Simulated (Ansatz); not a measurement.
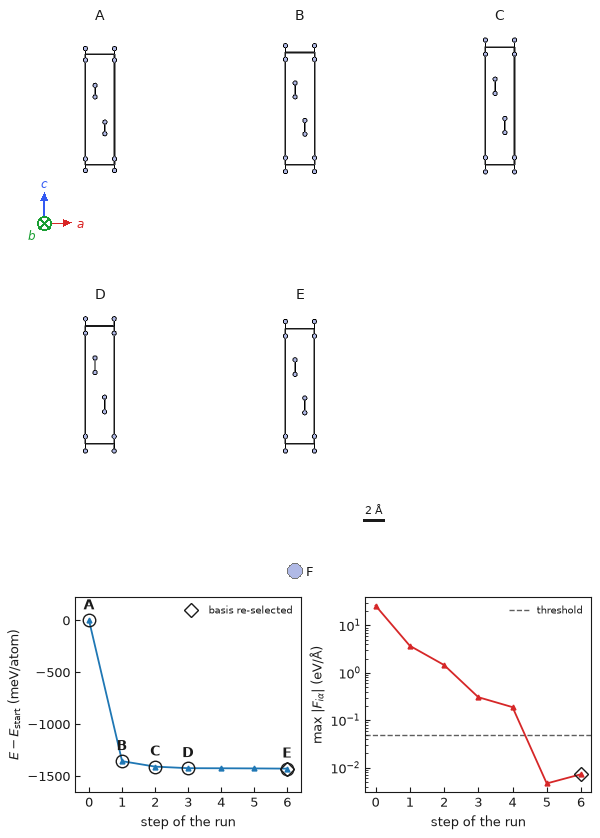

Frames of a relaxation of solid F (a generated structure, set up in R-3m) (coarse preliminary run), marked on the history of the run. A ball-and-stick model of the conventional cell (3 times the calculation's cell), seen along the b axis. Lengths and directions refer to the drawn axes.

Case: O → F on all its sites, cell and atoms relaxed.

Method: DFT PBE+D3(BJ), scalar-relativistic, plane waves, PAW in Ansatz 0.2.0. (plane-wave cutoff 420 eV; k-point mesh 9 × 9 × 9; occupations gaussian; smearing width 0.1 eV; no spin polarisation; cell and atoms relaxed; force threshold 0.05 eV/Å; at most 60 steps)

Describe the path.

Answer. The largest moves relative to the cell, 0.12 Å, are those of F atoms. The drawn cell changes as follows: a = b 3.252 → 3.243 Å (−0.3 %), c 10.697 → 11.135 Å (+4.1 %); the volume changes by +3.6 %. Some distances before and after: F–F 1.121 → 1.416 Å. The space group stays R-3m (No. 166). The energy falls by 1427 meV per atom in 5 accepted moves (6 points after the start). Largest force component: 26 eV/Å at the start, 0.0073 eV/Å at the end. The pressure goes from 48.06 to 0.14 GPa. The SCF was repeated once at an unchanged geometry on a basis and grid sized afresh for the cell, which shifted the energy by 2.1 meV per atom at most. From step 0 to 1: F atoms move most (0.10 Å), volume +1.9 %, energy −1355 meV per atom. From step 1 to 2: volume +4.6 %, energy −52.5 meV per atom. From step 2 to 3: volume −2.3 %, energy −15.1 meV per atom. From step 3 to 6: F atoms move most (0.02 Å), volume −0.6 %, energy −4.2 meV per atom.

| step | E − E(0), meV/atom | largest force component, eV/Å | pressure, GPa | volume, Å³/atom | note |
| --- | --- | --- | --- | --- | --- |
| 0 | 0.00 | 26.0734 | 48.06 | 16.326 |  |
| 1 | -1355.03 | 3.7155 | 8.11 | 16.641 |  |
| 2 | -1407.54 | 1.4623 | 2.61 | 17.401 |  |
| 3 | -1422.62 | 0.3064 | 0.63 | 17.004 |  |
| 4 | -1423.47 | 0.1889 | 0.32 | 17.024 |  |
| 5 | -1424.77 | 0.0047 | -0.01 | 16.908 |  |
| 6 | -1426.83 | 0.0073 | 0.14 | 16.908 | same geometry, new basis |
